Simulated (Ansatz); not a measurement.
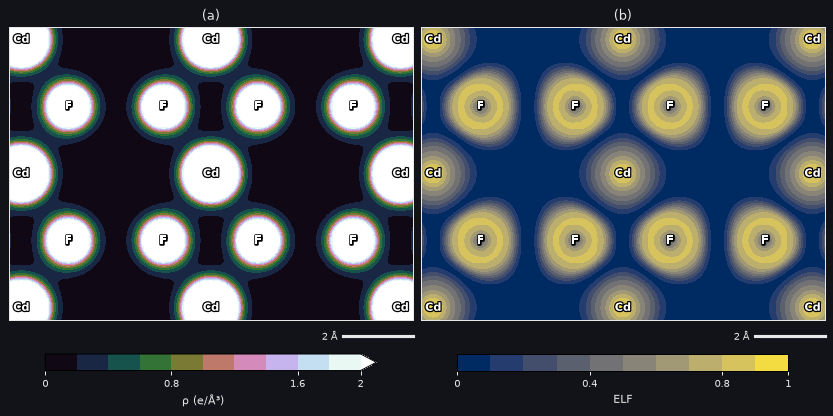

*CdF2. (a) valence electron density; (b) ELF on the (101) plane of the conventional cell.*

Space group Fm-3m; a structure generated by program, which may or may not match a known phase.

These are results of DFT PBE+D3(BJ), scalar-relativistic, plane waves, PAW in Ansatz, not measurements.

In a PAW calculation such maps are meaningful between the atoms, not at the nuclei.

### Interpret the plot.

- The plane passes through Cd and F nuclei.
- Cd–F (2.36 Å): the density is about 0.3 e/Å³ at the midpoint; the ELF is about 0.05 at the midpoint; no localised pair shows between them.
- Between the atoms the lowest density in this plane is 0.006 e/Å³.
- The features right at Cd lie inside the PAW spheres, where the map follows smoothed inner orbitals and isn't to be read closely.

### How much charge does the calculation move between the atoms?

Electrons move from Cd towards F. Bader charges: Cd +1.48 and F −0.74 e.
